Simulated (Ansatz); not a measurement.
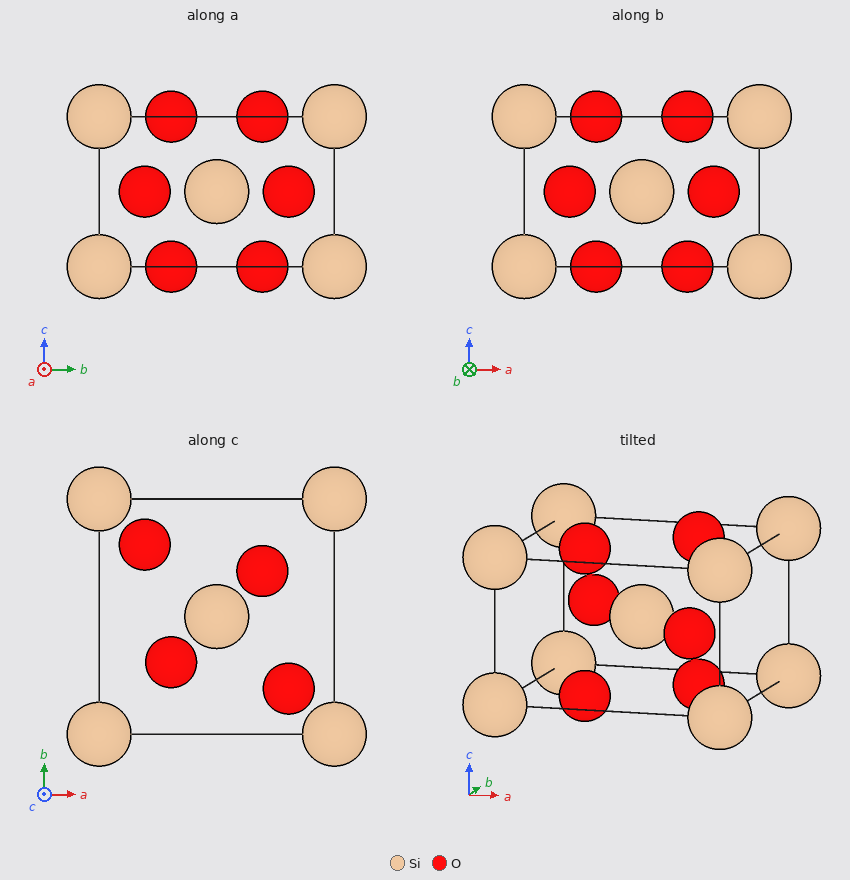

This spheres-only model is shown along the a axis, along the b axis, along the c axis and slightly off an axis. Lines trace the edges of the conventional unit cell.

Lattice parameters: a = 4.1852 Å, b = 4.1852 Å, c = 2.6688 Å, α = 90.000°, β = 90.000°, γ = 90.000°.

Question: Write down what is shown as a CIF in P1 with every atom of the cell, with free fractional coordinates to two decimals.

Answer:
```cif
data_structure
_symmetry_space_group_name_H-M 'P 1'
_symmetry_Int_Tables_number 1
_cell_length_a 4.1852
_cell_length_b 4.1852
_cell_length_c 2.6688
_cell_angle_alpha 90.000
_cell_angle_beta 90.000
_cell_angle_gamma 90.000
_cell_volume 46.75
loop_
_atom_site_label
_atom_site_type_symbol
_atom_site_fract_x
_atom_site_fract_y
_atom_site_fract_z
_atom_site_occupancy
Si1 Si 0.00 0.00 0.00 1
Si2 Si 0.50 0.50 0.50 1
O1 O 0.31 0.31 0.00 1
O2 O 0.19 0.81 0.50 1
O3 O 0.81 0.19 0.50 1
O4 O 0.69 0.69 0.00 1
```

The cell started as a structure type filled with these elements by a generator (whether the compound takes this form wasn't checked). Earlier steps of the study may have refined or changed the cell and positions. Ansatz was used for an electronic-structure calculation on it.
